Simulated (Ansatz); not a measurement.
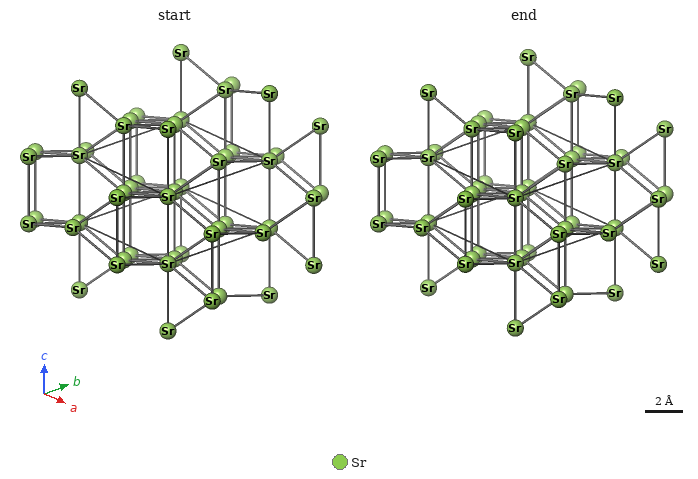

The structure of a crystal of Sr (set up in I4_1/amd) before (left) and after (right) a relaxation, at one scale.

Style: ball-and-stick. Shown: the conventional cell (2 times the calculation's cell), from a free direction. Lengths and directions refer to the drawn axes.

The run lets cell and atoms move.

Theory: Kohn-Sham DFT of a periodic cell, PBE with D3(BJ), Ansatz PAW (Ansatz).

Input file:
```yaml
crystal:
  lattice:
    - [-3.706358277, 3.706358277, 2.0208764669]
    - [3.706358277, -3.706358277, 2.0208764669]
    - [3.706358277, 3.706358277, -2.0208764669]
  atoms:
    - { symbol: Sr, position: [0.0, 0.0, 0.0] }
    - { symbol: Sr, position: [0.75, 0.25, 0.5] }
hamiltonian:
  xc: pbe
  pseudopotentials: { kind: paw }
  dispersion: d3bj
kpoints:
  mp_grid: { grid: [8, 8, 8] }
scf:
  occupations: { method: fermi_dirac, width: 0.05 }
output:
  forces: true
  stress: true
  eigenvalues: true
relax:
  f_tol: 0.01
  max_steps: 40
  cell: { stress_tol: 0.05 }
```

Launched with:
```bash
ansatz run input.yaml --threads 2 --pin off --max-ram 5632MiB --backend cpu --events-out ev --progress --plain --runs-dir out
```

> Summarise the run.

The energy falls by 15.1 meV per cell of the calculation in 3 accepted moves (4 points after the start). All forces vanish by symmetry, so only the cell relaxes. The pressure goes from −0.56 to 0.00 GPa. At 1 point the geometry stayed and the basis and grid were re-selected for the new cell (energy shift of 0.1 meV per cell of the calculation at most each time). No atom moves by more than 0.005 Å relative to the cell. The volume changes by −6.7 %, with a = b 7.413 → 7.277 Å (−1.8 %), c 4.042 → 3.914 Å (−3.2 %). Among the contacts that change: Sr–Sr 4.042 → 3.914 Å, Sr–Sr 3.842 → 3.768 Å. The space group stays I4_1/amd (No. 141).
